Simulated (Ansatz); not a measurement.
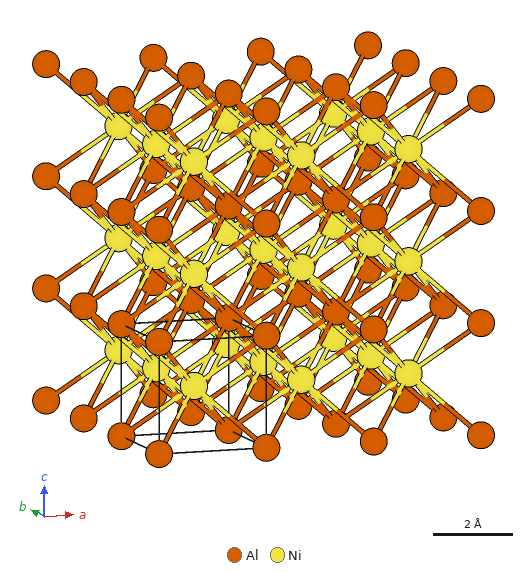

Solid AlNi (set up in Pm-3m), before the relaxation. The picture is a ball-and-stick view of the cell of the calculation, repeated 3 × 3 × 3 with one cell outlined, seen slightly off an axis.

Computed with DFT PBE, scalar-relativistic, plane waves, PAW (Ansatz).

Input file:
```yaml
crystal:
  lattice:
    - [2.881, 0.0, 0.0]
    - [0.0, 2.881, 0.0]
    - [0.0, 0.0, 2.881]
  atoms:
    - { symbol: Al, position: [0.0, 0.0, 0.0] }
    - { symbol: Ni, position: [0.5, 0.5, 0.5] }
basis:
  ecutwfc: 420
kpoints:
  mp_grid: { grid: [14, 14, 14] }
hamiltonian:
  xc: pbe
scf:
  occupations: { method: gaussian, width: 0.1 }
output:
  forces: true
  stress: true
  eigenvalues: true
relax:
  adjacent_minimum: "off"
  f_tol: 0.005
  max_steps: 80
  cell: { stress_tol: 0.05 }
```

Run as
```bash
ansatz run input.yaml --threads 4 --pin off --max-ram 11264MiB --backend cpu --events-out ev --progress --plain --runs-dir out
```

### What does the optimiser find from here?

After 2 accepted moves (3 points after the start) the energy has fallen by 1.9 meV per cell of the calculation. All forces vanish by symmetry, so only the cell relaxes. The pressure goes from 2.08 to 0.02 GPa. The SCF was repeated once at an unchanged geometry on a basis and grid sized afresh for the cell, which shifted the energy by 0.1 meV per cell of the calculation at most. The atoms keep their places relative to the cell (all moves are under 0.005 Å). The volume changes by +1.3 %, with a = b = c 2.881 → 2.893 Å (+0.4 %). Some distances before and after: Al1–Ni2 2.495 → 2.505 Å. The space group stays Pm-3m (No. 221). Cost: 3.1 s on 4 threads of Arm Neoverse V1, with other jobs on the host, peak memory 0.35 GiB.

Limits of the set-up: an element that often carries a moment was run without spin polarisation.
